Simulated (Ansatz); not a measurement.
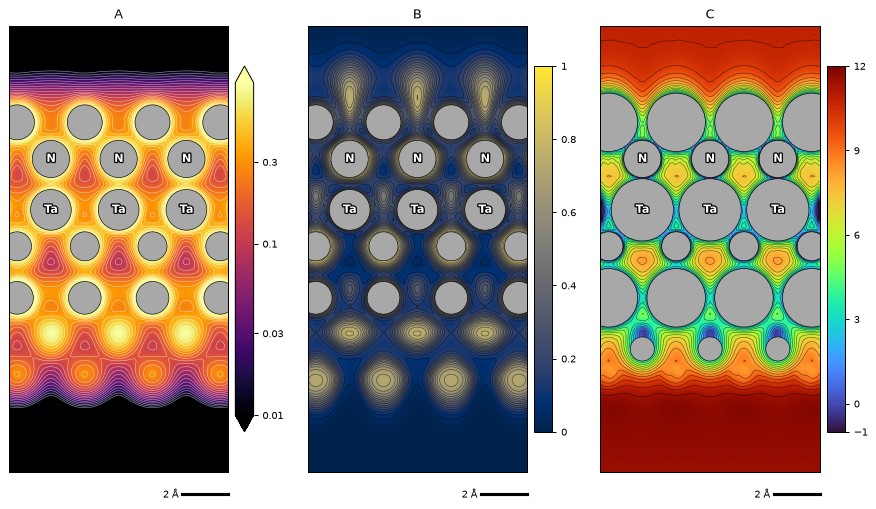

TaN (slab): 3 fields on the (010) plane of the calculation cell, a cut from vacuum to vacuum, with unlabelled colour scales. Grey discs cover the atomic cores.

Theory: DFT PBE, scalar-relativistic, plane waves, PAW in Ansatz 0.2.0.

```xyz
12
Lattice="2.9502 0.0000 0.0000 -1.4751 3.8633 0.0000 0.0000 0.0000 26.1791" Properties=species:S:1:pos:R:3 pbc="T T T"
N     1.4743    1.4350    7.6396
Ta   -0.0008    1.1713    8.7943
N    -0.0001    3.2308    9.5321
Ta    1.4750    2.8841   11.0219
N    -0.0002    1.2281   11.3494
Ta    1.4752    0.7176   12.9322
N     1.4753    2.9276   13.2647
Ta    0.0003    2.4199   14.8527
N     1.4755    0.7686   15.1721
Ta    0.0004    0.2566   16.7834
N     0.0003    2.4761   17.0690
Ta    1.4753    1.9507   18.6633
```

The panels show electron localisation function, electrostatic potential energy of an electron and valence pseudo-density in some order. Assign them.

Answer. Panel A: valence pseudo-density. Panel B: electron localisation function. Panel C: electrostatic potential energy of an electron (low next to the atoms, rising into the space between them).
